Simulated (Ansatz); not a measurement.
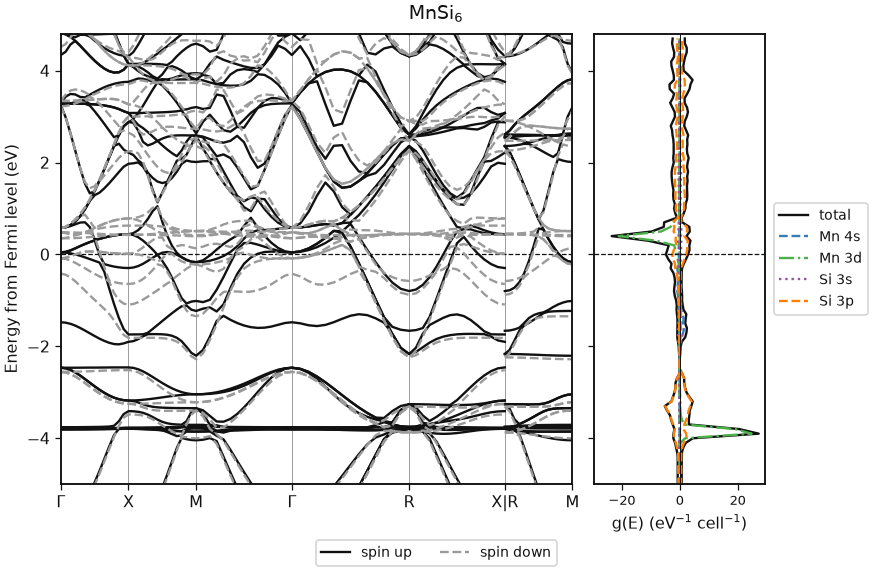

Describe the figure.

Band structure and density of states of MnSi6, space group Pm-3m (No. 221), 7 atoms in the cell. Ansatz; DFT PBE, scalar-relativistic, plane waves, PAW, spin-polarised, 6×6×6 k mesh, Gaussian smearing of 0.1 eV. Energies are counted from the Fermi level. The partial curves are projected on Löwdin-orthogonalised atomic shells; they sum to less than the total at higher energies, where shells without a projector contribute. Spin-down states are drawn negative.

A metal: bands cross the Fermi level along this path. Bands cross the Fermi level on every line of the path. At R the nearest levels lie 0.58 eV below and 0.44 eV above the Fermi level. 3 bands within 1.5 eV of the Fermi level are narrower than 0.3 eV along the path; they lie between 0.4 and 0.7 eV and signal localised states.

The structure is an invented one, so it need not be a known or stable phase.
